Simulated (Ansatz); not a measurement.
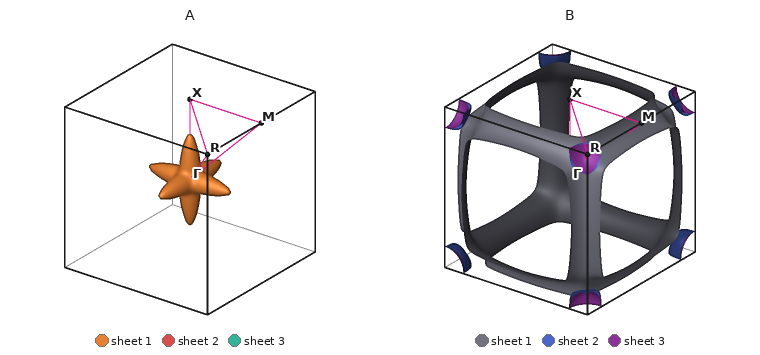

Constant-energy surfaces of SrTiO3 (space group Pm-3m, No. 221) near its two band edges (0.20 eV into the valence band, 0.10 eV into the conduction band), in unknown order.

Level of theory: DFT PBE, scalar-relativistic, plane waves, PAW; levels and slopes on a dense k mesh at the converged density in Ansatz. No spin polarisation. The levels come from a k mesh of 28×28×28 points. Unrelaxed database geometry (residual pressure 4 GPa).

Masses come from a second pass at points close to the extrema; at the energies drawn a band may no longer be parabolic.

> Which panel shows the holes and which the electrons?

B shows the valence band (holes), A the conduction band (electrons).

> Describe the extrema and the gap.

Valence band (extrema up to 0.20 eV from the edge): one maximum at R, three bands meeting there. Band 20 forms the valence edge; band 19 meets it there and band 18 meets it there. The surfaces also take in M, where this band lies 0.09 eV below its edge, so they needn't be separate pockets.
Conduction band (extrema up to 0.10 eV from the edge): one minimum at Γ, three bands meeting there, with masses of 0.39 and 6.33 mₑ among them, each the same along x, y and z. Band 21 forms the conduction edge; band 22 meets it there and band 23 meets it there.
The gap is indirect, 1.89 eV at this level of theory, which underestimates gaps and can reorder valleys that lie close.

Where one band's surface lies inside another's, the outer one hides all or part of it.

Spin-orbit coupling, left out here, can change the gap, its kind, the place of the band edges and the masses, since the compound holds Sr.

Cost: 40 s on 2 threads of Intel(R) Xeon(R) Platinum 8259CL CPU @ 2.50GHz (Skylake/Cascade Lake), with other jobs on the host, peak memory 0.75 GiB.
